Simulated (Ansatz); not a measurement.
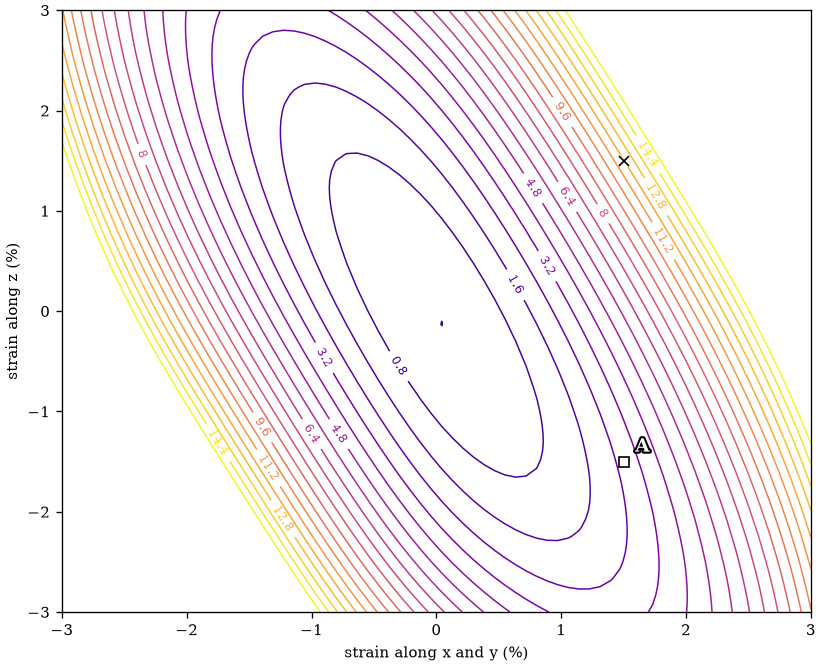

Si₂Ni (Fm-3m, No. 225; 3 atoms in the cell). The cell is strained homogeneously, by one strain along x and y and another along z, with fractional coordinates fixed (x, y and z along the cube axes). Coordinates scanned: (1) strain along x and y; (2) strain along z. The grid has 5 × 5 points. At 1 point there is no value. Points are written as (first, second). All energies are given in meV/atom relative to the lowest grid point. The runs have no spin polarisation; a magnetic state may lie lower. All numbers below come from DFT PBE, scalar-relativistic, plane waves, PAW (Ansatz 0.2.0). Settings: cutoff 420 eV, k-mesh 16×16×16, gaussian smearing 0.15 eV, no spin polarisation.

The picture shows contour lines labelled in meV/atom (none above 15.2), crosses at grid points without a value, the point A. Between grid points the surface is interpolated.

**Is A at rest? If not, where is it pushed?**

A, at (1.5 %, −1.5 %), is not a stationary point. The computed force is 4.4 meV/atom for each 1 % towards smaller values of strain along x and y and 0.98 meV/atom for each 1 % towards smaller values of strain along z.
